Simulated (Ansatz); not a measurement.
## Run report: C₃₂O, geometry relaxation (part 3 of 3)

Continued. System: C₃₂O (defect cell, 33 atoms in the cell). Method: DFT PBE+D3(BJ), scalar-relativistic, plane waves, PAW, no spin polarisation (Ansatz 0.2.0); cutoff 420 eV, 4×4×4 k-mesh, Gaussian smearing of 0.1 eV. The structure derives from a Materials Project entry. It belongs to a series of runs on one base structure; here: O interstitial, charge +0, atoms relaxed.

Trajectory as extended XYZ, continued
```
33
Lattice="0.0000 0.0000 7.1349 1.2324 6.4036 3.5674 -6.1618 2.1345 3.5674" Properties=species:S:1:pos:R:3:forces:R:3 step=3 energy=-8595.73234
C    -3.6997    3.5678    3.4823   -0.1186  -0.0215   0.0210
C    -3.6997    3.5677    7.2196   -0.1188  -0.0224  -0.0206
C    -4.9331    5.6975    7.0808   -0.0010  -0.2104  -0.0010
C    -4.9330    5.6976   10.7567   -0.0016  -0.2080   0.0017
C    -0.0047    1.4385    6.9688    0.0109   0.1220   0.0105
C    -0.0046    1.4383    3.7326    0.0099   0.1224  -0.0101
C    -1.2378    3.5640    3.5453   -0.1361  -0.0342  -0.0016
C    -1.2378    3.5641    7.1567   -0.1341  -0.0344   0.0012
C    -2.4688    5.7019   10.6884    0.1449   0.1032   0.0094
C    -2.4688    5.7018    7.1488    0.1449   0.1041  -0.0098
C    -3.6910    7.8316    6.9651    0.0984   0.1714   0.2676
C    -3.6910    7.8315   10.8728    0.1011   0.1685  -0.2663
C    -0.0105    5.7003    3.4014   -0.2161   0.2042  -0.0614
C    -0.0104    5.7002    7.3008   -0.2155   0.2030   0.0596
C    -2.4646    1.4315    3.6072    0.0005  -0.1086  -0.0305
C    -2.4646    1.4316    7.0945   -0.0002  -0.1074   0.0311
C    -2.4645    2.8555    3.5458    0.1028   0.0822   0.0036
C    -2.4646    2.8556    7.1561    0.1017   0.0805  -0.0041
C    -3.7006    4.9904    7.1482   -0.1921  -0.0148  -0.0197
C    -3.7006    4.9905   10.6890   -0.1910  -0.0155   0.0193
C    -4.9285    2.8601   10.5346   -0.0021   0.2356  -0.0768
C    -4.9286    2.8599    7.3022   -0.0019   0.2358   0.0757
C    -0.0042    2.8515    3.6056    0.1303  -0.0391  -0.0337
C    -0.0042    2.8515    7.0962    0.1293  -0.0382   0.0344
C    -1.2379    4.9895    3.4813    0.0255   0.0975   0.0244
C    -1.2379    4.9895    7.2209    0.0256   0.0974  -0.0239
C    -2.4653    7.1235    7.0825    0.0797  -0.0279   0.0088
C    -2.4654    7.1235   10.7549    0.0790  -0.0268  -0.0082
C    -4.9327    7.1138    6.9673   -0.1112   0.1358   0.4733
C    -4.9326    7.1137   10.8708   -0.1109   0.1297  -0.4684
C    -1.2404    0.7254    3.7334   -0.1146   0.0682   0.0091
C    -1.2405    0.7256    6.9681   -0.1148   0.0665  -0.0091
O     0.1419   -0.4255    1.7822    0.5963  -1.5189  -0.0052
33
Lattice="0.0000 0.0000 7.1349 1.2324 6.4036 3.5674 -6.1618 2.1345 3.5674" Properties=species:S:1:pos:R:3:forces:R:3 step=6 energy=-8596.80461
C    -3.7119    3.5828    3.5027    0.0402   0.0532   0.0118
C    -3.7119    3.5828    7.1991    0.0350   0.0492  -0.0118
C    -4.9452    5.7007    7.0827    0.0210  -0.0330   0.0203
C    -4.9452    5.7007   10.7545    0.0184  -0.0344  -0.0181
C    -0.0109    1.4488    7.0155    0.0297  -0.0767   0.1055
C    -0.0110    1.4490    3.6864    0.0328  -0.0807  -0.1051
C    -1.2489    3.5786    3.5461   -0.0750  -0.0405   0.0181
C    -1.2489    3.5785    7.1559   -0.0775  -0.0420  -0.0180
C    -2.4765    5.7193   10.7011   -0.0356   0.0483  -0.0096
C    -2.4765    5.7193    7.1357   -0.0381   0.0474   0.0100
C    -3.6990    7.8536    7.0381   -0.1471   0.1111   0.2927
C    -3.6992    7.8536   10.7991   -0.1336   0.1195  -0.2933
C    -0.0272    5.7193    3.4334    0.0166   0.0392   0.0076
C    -0.0272    5.7194    7.2689    0.0132   0.0396  -0.0040
C    -2.4733    1.4434    3.5855   -0.0828   0.0299  -0.0619
C    -2.4732    1.4433    7.1163   -0.0872   0.0300   0.0621
C    -2.4733    2.8712    3.5470    0.0764   0.0640   0.0108
C    -2.4733    2.8710    7.1548    0.0799   0.0650  -0.0112
C    -3.7147    5.0038    7.1347    0.0149  -0.0065   0.0117
C    -3.7147    5.0038   10.7021    0.0124  -0.0077  -0.0109
C    -4.9377    2.8808   10.5687   -0.0730   0.0749   0.0127
C    -4.9378    2.8809    7.2680   -0.0718   0.0722  -0.0105
C    -0.0111    2.8635    3.5842   -0.0445   0.0631  -0.0627
C    -0.0111    2.8633    7.1178   -0.0412   0.0668   0.0638
C    -1.2483    5.0077    3.5015    0.0106  -0.0091   0.0049
C    -1.2485    5.0076    7.2005    0.0181  -0.0061  -0.0044
C    -2.4666    7.1366    7.0834    0.1181  -0.0940   0.0341
C    -2.4666    7.1365   10.7535    0.1187  -0.0911  -0.0333
C    -4.9479    7.1318    7.0475   -0.1155   0.2148   0.4159
C    -4.9479    7.1318   10.7907   -0.1259   0.2092  -0.4252
C    -1.2490    0.7352    3.6870    0.0570  -0.0687  -0.0924
C    -1.2489    0.7350    7.0149    0.0552  -0.0617   0.0928
O     0.4568   -0.8934    1.7842    0.3838  -0.7475  -0.0023
33
Lattice="0.0000 0.0000 7.1349 1.2324 6.4036 3.5674 -6.1618 2.1345 3.5674" Properties=species:S:1:pos:R:3:forces:R:3 step=9 energy=-8596.98091
C    -3.7157    3.5898    3.5403    0.0215   0.0152  -0.0010
C    -3.7158    3.5903    7.1617   -0.0169  -0.0079   0.0047
C    -4.9515    5.7066    7.0767    0.0060   0.0482   0.0152
C    -4.9517    5.7053   10.7590   -0.0055  -0.0387   0.0135
C    -0.0139    1.4492    7.1179   -0.0111  -0.0008  -0.0032
C    -0.0138    1.4499    3.5839    0.0164   0.0019   0.0066
C    -1.2554    3.5821    3.5399    0.0204   0.0165   0.0001
C    -1.2556    3.5819    7.1621   -0.0208  -0.0076   0.0008
C    -2.4813    5.7235   10.7244    0.0081   0.0112   0.0019
C    -2.4819    5.7238    7.1123   -0.0073  -0.0117   0.0013
C    -3.7059    7.8595    7.1176   -0.0182  -0.0140  -0.0955
C    -3.7053    7.8599   10.7120   -0.0160  -0.0153  -0.1615
C    -0.0314    5.7225    3.5139    0.0547  -0.0179   0.0040
C    -0.0326    5.7229    7.1870   -0.0273   0.0165   0.0244
C    -2.4789    1.4477    3.5364    0.0197   0.0035   0.0014
C    -2.4786    1.4472    7.1656   -0.0200  -0.0172   0.0023
C    -2.4779    2.8762    3.5395   -0.0188  -0.0053  -0.0001
C    -2.4777    2.8763    7.1625    0.0222   0.0182   0.0011
C    -3.7190    5.0098    7.1131    0.0157  -0.0023  -0.0005
C    -3.7191    5.0091   10.7236   -0.0104  -0.0065   0.0040
C    -4.9435    2.8879   10.6483   -0.0140  -0.0427   0.0098
C    -4.9433    2.8892    7.1874   -0.0020   0.0534   0.0226
C    -0.0176    2.8694    3.5373   -0.0181  -0.0143   0.0022
C    -0.0175    2.8689    7.1647    0.0175   0.0077   0.0009
C    -1.2539    5.0105    3.5414   -0.0196  -0.0142  -0.0002
C    -1.2543    5.0109    7.1606    0.0167   0.0064   0.0033
C    -2.4686    7.1389    7.0769   -0.0342   0.0150   0.0143
C    -2.4674    7.1384   10.7589    0.0539  -0.0217   0.0183
C    -4.9572    7.1368    7.1091   -0.0078   0.0046  -0.1273
C    -4.9579    7.1364   10.7210   -0.0187  -0.0042  -0.0884
C    -1.2514    0.7350    3.5830   -0.0137  -0.0069   0.0077
C    -1.2508    0.7347    7.1188    0.0036   0.0132  -0.0038
O     0.6198   -1.0304    1.8048    0.0242   0.0177   0.3213
33
Lattice="0.0000 0.0000 7.1349 1.2324 6.4036 3.5674 -6.1618 2.1345 3.5674" Properties=species:S:1:pos:R:3:forces:R:3 step=11 energy=-8597.56324
C    -3.7182    3.5878    3.6214    0.1041  -0.1049  -0.0421
C    -3.7235    3.5993    7.0814   -0.1635  -0.2857   0.1075
C    -4.9545    5.7249    6.9650    0.0351  -0.1005   0.1382
C    -4.9582    5.6989   10.8504   -0.0633  -0.8401   0.1805
C    -0.0152    1.4410    7.3120   -0.1461   0.1381  -0.2801
C    -0.0136    1.4547    3.3853    0.0133   0.1078   0.2787
C    -1.2539    3.5872    3.4967   -0.0143   0.0624   0.0203
C    -1.2607    3.5841    7.2044   -0.3337  -0.1212   0.0008
C    -2.4780    5.7214   10.8200    0.0000   0.1151  -0.0944
C    -2.4910    5.7277    7.0116   -0.0027  -0.0198   0.0560
C    -3.7143    7.8577    7.0939   -0.3626  -0.1046  -0.8922
C    -3.7010    7.8570   10.5867    0.7525   0.2999  -0.2410
C    -0.0180    5.7231    3.6160   -0.0509  -0.2623  -0.2338
C    -0.0426    5.7316    7.0624   -0.9000   0.1908   0.4495
C    -2.4863    1.4539    3.4155    0.1030   0.0371   0.1367
C    -2.4804    1.4444    7.2878   -0.2397  -0.0932  -0.0618
C    -2.4848    2.8766    3.5012   -0.0557   0.0731   0.0287
C    -2.4817    2.8793    7.1994    0.2600   0.2507  -0.0078
C    -3.7210    5.0176    7.0057   -0.0214   0.1684   0.0382
C    -3.7213    5.0036   10.8267   -0.1400   0.1719  -0.0430
C    -4.9515    2.8786   10.7724    0.1907  -0.3690  -0.1308
C    -4.9484    2.9053    7.0388    0.3937   0.9598   0.7584
C    -0.0218    2.8781    3.4041   -0.0570  -0.0300   0.1128
C    -0.0192    2.8673    7.2985    0.1775   0.1752  -0.0754
C    -1.2510    5.0097    3.6131    0.0375  -0.0975  -0.0775
C    -1.2604    5.0183    7.0895    0.2806   0.0071   0.1143
C    -2.4818    7.1458    6.9929   -0.2642   0.1365   0.2039
C    -2.4571    7.1335   10.8207    0.7805  -0.1362   0.5347
C    -4.9599    7.1402    7.0276    0.4883   0.5948   0.0798
C    -4.9710    7.1272   10.6813    0.0361   0.0418  -1.3204
C    -1.2578    0.7387    3.3900   -0.0271  -0.1424   0.3467
C    -1.2459    0.7327    7.3087    0.0859  -0.0276  -0.3154
O     0.7174   -1.0869    2.1803   -0.8958  -0.7949   0.2258
33
Lattice="0.0000 0.0000 7.1349 1.2324 6.4036 3.5674 -6.1618 2.1345 3.5674" Properties=species:S:1:pos:R:3:forces:R:3 step=13 energy=-8598.03373
C    -3.7142    3.5817    3.5291    0.0318   0.0473   0.1068
C    -3.7133    3.6025    7.1985    0.0095   0.0595   0.0626
C    -4.9499    5.7246    7.0630    0.0280  -0.0386  -0.0174
C    -4.9586    5.6731   10.7614   -0.0282  -0.0611  -0.1605
C    -0.0122    1.4345    7.1345   -0.0329   0.0644   0.0559
C    -0.0115    1.4594    3.5829    0.0473  -0.0918   0.0072
C    -1.2512    3.5855    3.5381    0.0188   0.0033   0.0051
C    -1.2594    3.5784    7.2080    0.0397   0.1068  -0.0235
C    -2.4725    5.7225   10.7258   -0.0248   0.0570   0.0004
C    -2.4943    5.7326    7.1345    0.0535  -0.0659   0.0267
C    -3.7158    7.8531    6.9818    0.0340   0.0836  -0.2300
C    -3.6606    7.8820   10.5577   -1.0005  -0.4130   0.0155
C    -0.0152    5.7150    3.4980    0.0065   0.0459  -0.0963
C    -0.0641    5.7340    7.1749    0.0113  -0.0774   0.0084
C    -2.4861    1.4535    3.5296    0.0346   0.0317   0.0260
C    -2.4644    1.4443    7.2014    0.0055  -0.1215   0.0760
C    -2.4815    2.8750    3.5285   -0.0346  -0.0321   0.0066
C    -2.4712    2.8780    7.2002   -0.0603   0.0896   0.0427
C    -3.7199    5.0239    7.1392    0.0113  -0.0253  -0.0137
C    -3.7209    5.0029   10.7221    0.0178  -0.0361  -0.0266
C    -4.9451    2.8703   10.6209    0.0423  -0.0483  -0.0400
C    -4.9344    2.9206    7.1832   -0.0512  -0.0214  -0.0742
C    -0.0184    2.8795    3.5471   -0.0378  -0.0447  -0.0532
C    -0.0187    2.8552    7.2083    0.0360  -0.0441  -0.0001
C    -1.2464    5.0061    3.5442   -0.0514  -0.0250   0.0360
C    -1.2657    5.0176    7.2029   -0.0549  -0.0203  -0.0275
C    -2.4854    7.1465    7.0490    0.0285   0.0202   0.0338
C    -2.4342    7.1311   10.7648   -0.0103  -0.0797  -0.2028
C    -4.9466    7.1428    6.9829   -0.0427  -0.0036  -0.0857
C    -4.9984    7.1088   10.5508    0.8709   0.7276   0.1025
C    -1.2591    0.7383    3.5771    0.0325  -0.0180  -0.0282
C    -1.2383    0.7273    7.1363   -0.0088   0.0001   0.0421
O     0.6011   -1.0405    2.1847    0.0780  -0.0693   0.4324
33
Lattice="0.0000 0.0000 7.1349 1.2324 6.4036 3.5674 -6.1618 2.1345 3.5674" Properties=species:S:1:pos:R:3:forces:R:3 step=16 energy=-8598.07571
C    -3.7137    3.5817    3.5328   -0.0019  -0.0011  -0.0018
C    -3.7160    3.6019    7.2076   -0.0050   0.0000  -0.0007
C    -4.9487    5.7231    7.0394   -0.0003  -0.0002   0.0006
C    -4.9563    5.6747   10.7654   -0.0010  -0.0027  -0.0009
C    -0.0124    1.4364    7.1282   -0.0006  -0.0017  -0.0008
C    -0.0112    1.4582    3.5908    0.0012   0.0001   0.0031
C    -1.2507    3.5847    3.5295   -0.0036  -0.0023  -0.0007
C    -1.2595    3.5797    7.2140   -0.0045  -0.0032   0.0011
C    -2.4726    5.7215   10.7256    0.0001   0.0003   0.0033
C    -2.4921    5.7313    7.1282   -0.0021  -0.0002  -0.0006
C    -3.7149    7.8541    6.9492    0.0006  -0.0002  -0.0007
C    -3.6821    7.8731   10.5893    0.0088   0.0045  -0.0023
C    -0.0155    5.7166    3.4720   -0.0005  -0.0002   0.0007
C    -0.0612    5.7343    7.1979   -0.0035   0.0010  -0.0010
C    -2.4849    1.4533    3.5328    0.0001  -0.0015  -0.0015
C    -2.4685    1.4412    7.2076   -0.0024  -0.0026  -0.0005
C    -2.4810    2.8744    3.5295    0.0029   0.0022  -0.0010
C    -2.4723    2.8795    7.2142    0.0050   0.0014   0.0007
C    -3.7193    5.0228    7.1283    0.0011   0.0016  -0.0008
C    -3.7205    5.0009   10.7255   -0.0011   0.0011   0.0035
C    -4.9449    2.8706   10.6067    0.0002   0.0006   0.0009
C    -4.9373    2.9190    7.1983    0.0007   0.0026  -0.0010
C    -0.0180    2.8776    3.5329    0.0025  -0.0011  -0.0014
C    -0.0157    2.8573    7.2073    0.0048   0.0007  -0.0006
C    -1.2468    5.0059    3.5329    0.0016   0.0032  -0.0014
C    -1.2632    5.0180    7.2073    0.0032   0.0039  -0.0006
C    -2.4839    7.1462    7.0393   -0.0003   0.0002   0.0007
C    -2.4382    7.1285   10.7657    0.0020  -0.0002  -0.0009
C    -4.9463    7.1432    6.9493   -0.0014  -0.0005  -0.0013
C    -4.9792    7.1242   10.5889   -0.0061  -0.0035  -0.0012
C    -1.2591    0.7377    3.5906   -0.0010  -0.0018   0.0032
C    -1.2397    0.7278    7.1283    0.0019   0.0000  -0.0010
O     0.5992   -1.0394    2.2061   -0.0015  -0.0002   0.0049
```

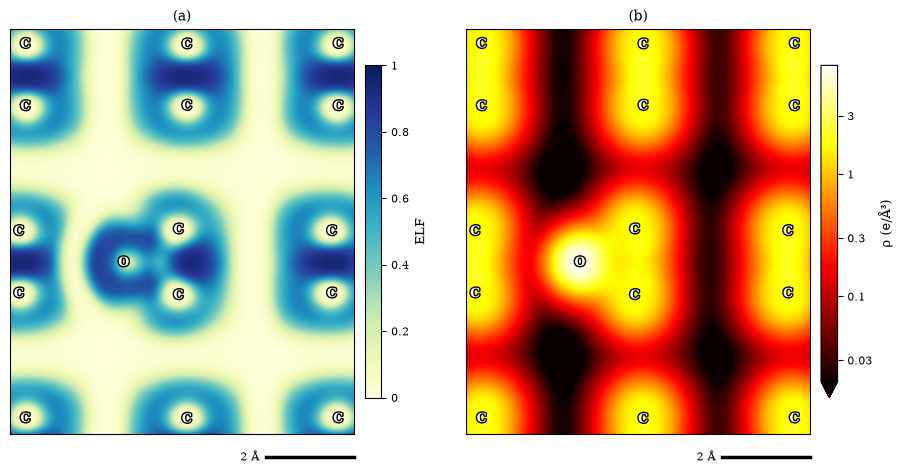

Fig. 1: (a) electron localisation function; (b) valence electron density on the (011) plane of the calculation cell. The section cuts through C and O sites. C–C (1.42 Å): ρ at the midpoint is about 2 e/Å³; the ELF peaks at about 0.95 between the atoms (a shared electron pair). C–O (1.46 Å): ρ is about 1.8 e/Å³ halfway; the ELF peaks at about 0.75 between the atoms (a polar covalent bond). C–C (1.42 Å): ρ is about 2 e/Å³ halfway; the ELF peaks at about 0.95 between the atoms (a covalent bond). C–C (1.50 Å): ρ is about 1.6 e/Å³ halfway; the ELF peaks at about 0.85 between the atoms, which marks a shared electron pair. Away from the nuclei the density in this plane falls to 0.009 e/Å³ at its lowest. In a PAW calculation such maps are meaningful between the atoms, not at the nuclei.

Summary

- outcome: converged
- electrons treated: 134
- free energy: −8598.0757 eV
- Fermi energy: 6.492 eV
- gap on the k-point mesh: none (metallic)
- final volume: 300.29 Å³
- largest force (length of the vector) at the end: 0.010 eV/Å
- hardware: 4 threads of Intel Xeon @ 2.50GHz (Skylake/Cascade Lake), 189 GiB of memory available, shared host
- wall time: 16 min (CPU time 62 min)
- peak memory: 1.5 GiB
